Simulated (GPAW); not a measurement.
# Conductance along a series: a K chain with one bond drawn out, part 2 of 2

How does transport respond as one structural variable is stepped? The junctions: a K chain with one bond drawn out.

GPAW 26.7.0; GPAW LCAO, PAW setups; Landauer transmission from Green's functions with principal layers (ASE), zero bias.

So far, conductance (G₀): step 2 (member of the series, stretch 0.2 Å) 0.995; step 3 (stretch 0.5 Å) 0.979; step 4 (stretch 0.8 Å) 0.946; step 5 (stretch 1.2 Å) 0.871.

## (6) Member of the series, box 9 × 9 × 42.6 Å: stretch = 1.6

The cell differs from the one that the last finished run ended in (c 42.200 → 42.600 Å).

The input, run.py:

```python
import json
import numpy as np
from ase import Atoms
from ase.transport.calculators import TransportCalculator
from gpaw import GPAW, FermiDirac
from gpaw.lcao.tools import get_lcao_hamiltonian
from scipy.linalg import eigh

# The junction with lead layers at both ends, along the third cell vector
device = Atoms(
    ['K', 'K', 'K', 'K', 'K', 'K', 'K', 'K', 'K', 'K'],
    positions=[
        [4.50000, 4.50000, 2.05000],
        [4.50000, 4.50000, 6.15000],
        [4.50000, 4.50000, 10.25000],
        [4.50000, 4.50000, 14.35000],
        [4.50000, 4.50000, 18.45000],
        [4.50000, 4.50000, 24.15000],
        [4.50000, 4.50000, 28.25000],
        [4.50000, 4.50000, 32.35000],
        [4.50000, 4.50000, 36.45000],
        [4.50000, 4.50000, 40.55000]],
    cell=[[9.0, 0.0, 0.0], [0.0, 9.0, 0.0], [0.0, 0.0, 42.6]],
    pbc=True)

# One principal layer of the lead: the first 3 atoms of the device
lead = Atoms(
    ['K', 'K', 'K'],
    positions=[
        [4.50000, 4.50000, 2.05000],
        [4.50000, 4.50000, 6.15000],
        [4.50000, 4.50000, 10.25000]],
    cell=[[9.0, 0.0, 0.0], [0.0, 9.0, 0.0], [0.0, 0.0, 12.3]],
    pbc=True)

settings = dict(mode='lcao', basis='dzp', xc='PBE', h=0.2,
                occupations=FermiDirac(0.1), maxiter=250,
                mixer=dict(beta=0.1, nmaxold=8, weight=100.0),
                convergence=dict(density=0.0001))
energies = np.arange(-3, 3 + 1e-9, 0.075)
eta = 0.0001
n1, n2 = 1, 1
# k and -k transmit alike, so half of the mesh across the current serves
mesh = [(i, j) for i in range(n1) for j in range(n2) if (i, j) <= (-i % n1, -j % n2)]
weights = np.array([1 if (i, j) == (-i % n1, -j % n2) else 2 for i, j in mesh]) / (n1 * n2)

# [... helper functions left out ...]
fermi_lead = ground_state(lead, (1, 1, 9), 'lead.txt')
fermi_device = ground_state(device, (1, 1, 2), 'device.txt')
# [... loop over the mesh left out, but for ...]
        # Shift the lead onto the potential of the device's first layer
        shift = ((H[:, 0, 0] - H0[:, 0, 0]) / S0[0, 0]).real.mean()
# [...]
kT = 8.617333e-5 * 500
bias = [0.1, 0.2, 0.5, 1.0, 1.5, 2.0]
# [... integrals and printing left out ...]
```

On the command line:

```console
OMP_NUM_THREADS=1 OPENBLAS_NUM_THREADS=1 python run.py
```

Log:

```text
basis functions: device 190, principal layer 57
Fermi level: lead -1.7160 eV, device -1.7326 eV; lead shifted by 0.0005 eV
largest coupling past the next layer 3.36e-07 eV, largest misfit of the first layer 0.012 eV
  E-E_F (eV)   T (one spin)  [channel counts left out]
    -3.000    2.9242e-12
    -2.925    2.8226e-12
    -2.850    2.7211e-12
[...]
2.925    2.4988e+00
     3.000    2.4795e+00
conductance at 500 K: 0.76435 G0 a cell; thermopower -3.593 uV/K
current from the zero-bias T(E) at 0.1 V: 5.9176 uA
current from the zero-bias T(E) at 0.2 V: 11.808 uA
current from the zero-bias T(E) at 0.5 V: 29.04 uA
current from the zero-bias T(E) at 1.0 V: 54.383 uA
current from the zero-bias T(E) at 1.5 V: 73.44 uA
current from the zero-bias T(E) at 2.0 V: 92.248 uA
```

The job ended after 2.1 min (1 thread of Arm Neoverse N1, shared host; peak memory 1.4 GiB).

The conductance, 0.764 G₀, lies 12 % below that of the member before.

## (7) Member of the series, box 9 × 9 × 43 Å: stretch = 2.0

The cell differs from the one that the last finished run ended in (c 42.600 → 43.000 Å).

run.py, as its differences from that of step 6:

```diff
@@ -17,8 +17,8 @@
         [4.50000, 4.50000, 18.45000],
-        [4.50000, 4.50000, 24.15000],
-        [4.50000, 4.50000, 28.25000],
-        [4.50000, 4.50000, 32.35000],
-        [4.50000, 4.50000, 36.45000],
-        [4.50000, 4.50000, 40.55000]],
-    cell=[[9.0, 0.0, 0.0], [0.0, 9.0, 0.0], [0.0, 0.0, 42.6]],
+        [4.50000, 4.50000, 24.55000],
+        [4.50000, 4.50000, 28.65000],
+        [4.50000, 4.50000, 32.75000],
+        [4.50000, 4.50000, 36.85000],
+        [4.50000, 4.50000, 40.95000]],
+    cell=[[9.0, 0.0, 0.0], [0.0, 9.0, 0.0], [0.0, 0.0, 43.0]],
     pbc=True)
```

Log:

```text
basis functions: device 190, principal layer 57
Fermi level: lead -1.7160 eV, device -1.7328 eV; lead shifted by 0.0011 eV
largest coupling past the next layer 3.36e-07 eV, largest misfit of the first layer 0.013 eV
  E-E_F (eV)   T (one spin)  [channel counts left out]
    -3.000    3.9417e-14
    -2.925    4.3561e-14
    -2.850    4.8922e-14
[...]
2.925    2.2112e+00
     3.000    2.1800e+00
conductance at 500 K: 0.6335 G0 a cell; thermopower -5.353 uV/K
current from the zero-bias T(E) at 0.1 V: 4.9029 uA
current from the zero-bias T(E) at 0.2 V: 9.7732 uA
current from the zero-bias T(E) at 0.5 V: 23.901 uA
current from the zero-bias T(E) at 1.0 V: 44.587 uA
current from the zero-bias T(E) at 1.5 V: 61.755 uA
current from the zero-bias T(E) at 2.0 V: 79.974 uA
```

Elapsed: 2.1 min, on 1 thread; peak memory 1.4 GiB.

The conductance, 0.633 G₀, lies 17 % below that of the member before.

## (8) Member of the series, box 9 × 9 × 43.6 Å: stretch = 2.6

The cell differs from the one that the last finished run ended in (c 43.000 → 43.600 Å).

run.py, as its differences from that of step 7:

```diff
@@ -17,8 +17,8 @@
         [4.50000, 4.50000, 18.45000],
-        [4.50000, 4.50000, 24.55000],
-        [4.50000, 4.50000, 28.65000],
-        [4.50000, 4.50000, 32.75000],
-        [4.50000, 4.50000, 36.85000],
-        [4.50000, 4.50000, 40.95000]],
-    cell=[[9.0, 0.0, 0.0], [0.0, 9.0, 0.0], [0.0, 0.0, 43.0]],
+        [4.50000, 4.50000, 25.15000],
+        [4.50000, 4.50000, 29.25000],
+        [4.50000, 4.50000, 33.35000],
+        [4.50000, 4.50000, 37.45000],
+        [4.50000, 4.50000, 41.55000]],
+    cell=[[9.0, 0.0, 0.0], [0.0, 9.0, 0.0], [0.0, 0.0, 43.6]],
     pbc=True)
```

Log:

```text
basis functions: device 190, principal layer 57
Fermi level: lead -1.7160 eV, device -1.7320 eV; lead shifted by 0.0016 eV
largest coupling past the next layer 3.36e-07 eV, largest misfit of the first layer 0.015 eV
  E-E_F (eV)   T (one spin)  [channel counts left out]
    -3.000    2.1418e-12
    -2.925    2.1849e-12
    -2.850    2.2286e-12
[...]
2.925    1.7821e+00
     3.000    1.7534e+00
conductance at 500 K: 0.42289 G0 a cell; thermopower -8.426 uV/K
current from the zero-bias T(E) at 0.1 V: 3.2714 uA
current from the zero-bias T(E) at 0.2 V: 6.5127 uA
current from the zero-bias T(E) at 0.5 V: 15.832 uA
current from the zero-bias T(E) at 1.0 V: 29.825 uA
current from the zero-bias T(E) at 1.5 V: 43.69 uA
current from the zero-bias T(E) at 2.0 V: 60.353 uA
```

Wall time 2.3 min (1 thread); peak memory 1.4 GiB.

The conductance, 0.423 G₀, lies 33 % below that of the member before.

## (9) Member of the series, box 9 × 9 × 44.2 Å: stretch = 3.2

The cell differs from the one that the last finished run ended in (c 43.600 → 44.200 Å).

run.py, as its differences from that of step 8:

```diff
@@ -17,8 +17,8 @@
         [4.50000, 4.50000, 18.45000],
-        [4.50000, 4.50000, 25.15000],
-        [4.50000, 4.50000, 29.25000],
-        [4.50000, 4.50000, 33.35000],
-        [4.50000, 4.50000, 37.45000],
-        [4.50000, 4.50000, 41.55000]],
-    cell=[[9.0, 0.0, 0.0], [0.0, 9.0, 0.0], [0.0, 0.0, 43.6]],
+        [4.50000, 4.50000, 25.75000],
+        [4.50000, 4.50000, 29.85000],
+        [4.50000, 4.50000, 33.95000],
+        [4.50000, 4.50000, 38.05000],
+        [4.50000, 4.50000, 42.15000]],
+    cell=[[9.0, 0.0, 0.0], [0.0, 9.0, 0.0], [0.0, 0.0, 44.2]],
     pbc=True)
```

Log:

```text
basis functions: device 190, principal layer 57
Fermi level: lead -1.7160 eV, device -1.7308 eV; lead shifted by 0.0012 eV
largest coupling past the next layer 3.36e-07 eV, largest misfit of the first layer 0.017 eV
  E-E_F (eV)   T (one spin)  [channel counts left out]
    -3.000    1.2085e-12
    -2.925    1.2290e-12
    -2.850    1.2497e-12
[...]
2.925    1.4351e+00
     3.000    1.4181e+00
conductance at 500 K: 0.24248 G0 a cell; thermopower -11.79 uV/K
current from the zero-bias T(E) at 0.1 V: 1.8753 uA
current from the zero-bias T(E) at 0.2 V: 3.7307 uA
current from the zero-bias T(E) at 0.5 V: 9.0559 uA
current from the zero-bias T(E) at 1.0 V: 17.495 uA
current from the zero-bias T(E) at 1.5 V: 27.563 uA
current from the zero-bias T(E) at 2.0 V: 41.61 uA
```

Wall time 2.8 min (1 thread); peak memory 1.5 GiB.

One spin. The transmission, zone mean by energy, zero at the Fermi level:

| energy (eV) | transmission, zone mean |
| --- | --- |
| -3.0000 | 1.2e-12 |
| -2.7750 | 1.3e-12 |
| -2.4750 | 1.4e-12 |
| -2.2500 | 1.4e-12 |
| -2.0250 | 1.5e-12 |
| -1.7250 | 1.6e-12 |
| -1.5000 | 1.7e-12 |
| -1.2750 | 1.8e-12 |
| -0.9750 | 2.0e-12 |
| -0.7500 | 2.5e-12 |
| -0.5250 | 0.0216 |
| -0.2250 | 0.161 |
| 0.0000 | 0.247 |
| 0.2250 | 0.282 |
| 0.5250 | 0.428 |
| 0.7500 | 0.615 |
| 0.9750 | 0.815 |
| 1.2750 | 0.997 |
| 1.5000 | 0.649 |
| 1.7250 | 0.313 |
| 2.0250 | 0.599 |
| 2.2500 | 1.14 |
| 2.4750 | 1.32 |
| 2.7750 | 1.44 |
| 3.0000 | 1.42 |

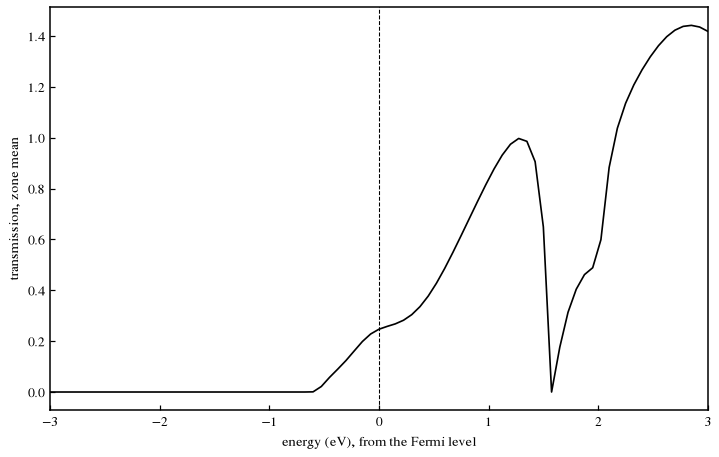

Transmission, zone mean against energy.

The conductance, 0.242 G₀, lies 43 % below that of the member before.

## (10) Side by side

Times are for 1 thread of Arm Neoverse N1, shared host. Results by setting:

| no. | stretch (Å) | conductance (G₀) | time | memory (GiB) |
| --- | --- | --- | --- | --- |
| 1 | 0.2 | 0.9950 | 2.1 min | 1.4 |
| 2 | 0.5 | 0.9792 | 2.2 min | 1.4 |
| 3 | 0.8 | 0.9458 | 2.4 min | 1.4 |
| 4 | 1.2 | 0.8708 | 2.4 min | 1.4 |
| 5 | 1.6 | 0.7644 | 2.1 min | 1.4 |
| 6 | 2 | 0.6335 | 2.1 min | 1.4 |
| 7 | 2.6 | 0.4229 | 2.3 min | 1.4 |
| 8 | 3.2 | 0.2425 | 2.8 min | 1.5 |

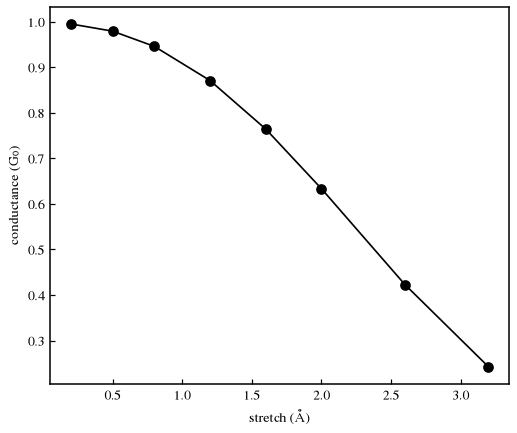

The series as plots.

The runs together. Table of transmission, zone mean by energy, zero at the Fermi level:

| energy (eV) | 0.2 | 0.5 | 1.2 | 1.6 | 2.6 | 3.2 |
| --- | --- | --- | --- | --- | --- | --- |
| -3.000 | 6.9e-11 | 5.2e-11 | 1.4e-11 | 2.9e-12 | 2.1e-12 | 1.2e-12 |
| -2.475 | 6.6e-11 | 4.8e-11 | 1.2e-11 | 2.2e-12 | 2.5e-12 | 1.4e-12 |
| -2.025 | 6.3e-11 | 4.5e-11 | 1.1e-11 | 1.6e-12 | 2.8e-12 | 1.5e-12 |
| -1.500 | 5.9e-11 | 4.1e-11 | 8.8e-12 | 0 | 3.2e-12 | 1.7e-12 |
| -0.975 | 5.4e-11 | 3.7e-11 | 6.4e-12 | 0 | 4.0e-12 | 2.0e-12 |
| -0.525 | 0.960 | 0.803 | 0.345 | 0.203 | 0.0506 | 0.0216 |
| 0.000 | 0.995 | 0.980 | 0.874 | 0.769 | 0.429 | 0.247 |
| 0.525 | 0.997 | 0.992 | 0.942 | 0.881 | 0.623 | 0.428 |
| 0.975 | 0.998 | 0.998 | 0.996 | 0.989 | 0.921 | 0.815 |
| 1.125 | 0.998 | 0.997 | 0.998 | 0.998 | 0.983 | 0.931 |
| 1.500 | 0.982 | 0.912 | 0.717 | 0.639 | 0.592 | 0.649 |
| 2.025 | 2.89 | 2.53 | 1.96 | 1.67 | 0.955 | 0.599 |
| 2.475 | 2.99 | 2.94 | 2.66 | 2.40 | 1.66 | 1.32 |
| 3.000 | 4.34 | 3.34 | 2.76 | 2.48 | 1.75 | 1.42 |

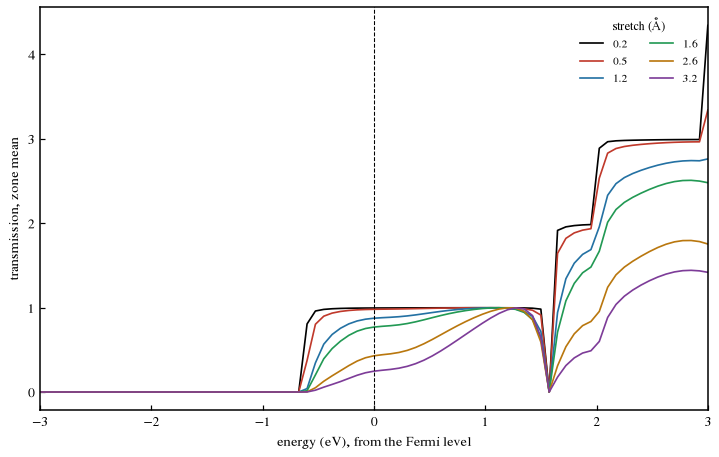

Transmission, zone mean, plotted against energy.

The runs together. The current through one cell, from the zero-bias transmission by bias:

| bias (V) | 0.2 (μA) | 0.5 (μA) | 1.2 (μA) | 1.6 (μA) | 2.6 (μA) | 3.2 (μA) |
| --- | --- | --- | --- | --- | --- | --- |
| 0.100 | 7.71 | 7.59 | 6.74 | 5.92 | 3.27 | 1.88 |
| 0.200 | 15.4 | 15.2 | 13.5 | 11.8 | 6.51 | 3.73 |
| 0.500 | 38.5 | 37.8 | 33.3 | 29.0 | 15.8 | 9.06 |
| 1.000 | 76.5 | 74.3 | 63.1 | 54.4 | 29.8 | 17.5 |
| 1.500 | 103 | 99.0 | 83.9 | 73.4 | 43.7 | 27.6 |
| 2.000 | 123 | 118 | 103 | 92.2 | 60.4 | 41.6 |

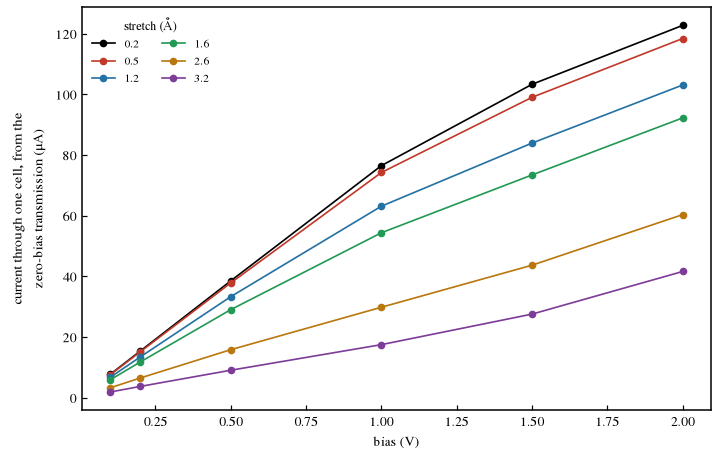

Current through one cell, from the zero-bias transmission, plotted against bias.

## (11) A varied run

One more run, with changed settings.

run.py, as its differences from that of step 9:

```diff
@@ -17,8 +17,8 @@
         [4.50000, 4.50000, 18.45000],
-        [4.50000, 4.50000, 25.75000],
-        [4.50000, 4.50000, 29.85000],
-        [4.50000, 4.50000, 33.95000],
-        [4.50000, 4.50000, 38.05000],
-        [4.50000, 4.50000, 42.15000]],
-    cell=[[9.0, 0.0, 0.0], [0.0, 9.0, 0.0], [0.0, 0.0, 44.2]],
+        [4.50000, 4.50000, 25.15000],
+        [4.50000, 4.50000, 29.25000],
+        [4.50000, 4.50000, 33.35000],
+        [4.50000, 4.50000, 37.45000],
+        [4.50000, 4.50000, 41.55000]],
+    cell=[[9.0, 0.0, 0.0], [0.0, 9.0, 0.0], [0.0, 0.0, 43.6]],
     pbc=True)
@@ -35,4 +35,4 @@
 
-settings = dict(mode='lcao', basis='dzp', xc='PBE', h=0.2,
-                occupations=FermiDirac(0.1), maxiter=250,
+settings = dict(mode='lcao', basis='sz', xc='PBE', h=0.2,
+                occupations=FermiDirac(0.1), maxiter=60,
                 mixer=dict(beta=0.1, nmaxold=8, weight=100.0),
```

Log:

```text
FileNotFoundError: Could not find required basis set file "K.sz.basis".
```

Run time: 1.4 s. Hardware: 1 thread; peak memory 0.1 GiB.

The program refused the input before any cycle.

The program's message: “FileNotFoundError: Could not find required basis set file "K.sz.basis".”

The change that led to it: basis = "sz".

## (12) Results

* conductance, first and last member: 0.995 and 0.242 G₀
* largest and smallest: 0.995 and 0.242 G₀

**Reading.** As the extra bond length goes from 0.2 to 3.2 Å, the conductance goes from 0.995 to 0.242 G₀. The conductance falls at every step of the series. The geometry was built from estimated bond lengths and not relaxed, so the numbers describe this model structure. An evenly spaced straight chain is an idealisation: free chains tend to dimerise, zigzag or, where a band edge lies near the Fermi level, turn magnetic. The currents use the zero-bias T(E) throughout, which holds only while the bias is small against the distance to the nearest feature. The energy step is wider than the thermal energy, so the conductance and thermopower rest on interpolation of T(E). Atomic orbitals end short of the vacuum, so tunnelling across a wide gap comes out too low.

[Logs are printed without paths, hosts, clocks, repeated set-up lines and the standing remarks that a program may print on its own settings, such as how far it seeks lower states.]

[Hosts, paths, dates, database ids (printed as entryN), source tags and the programs' standing remarks are cut or masked in the printed files.]
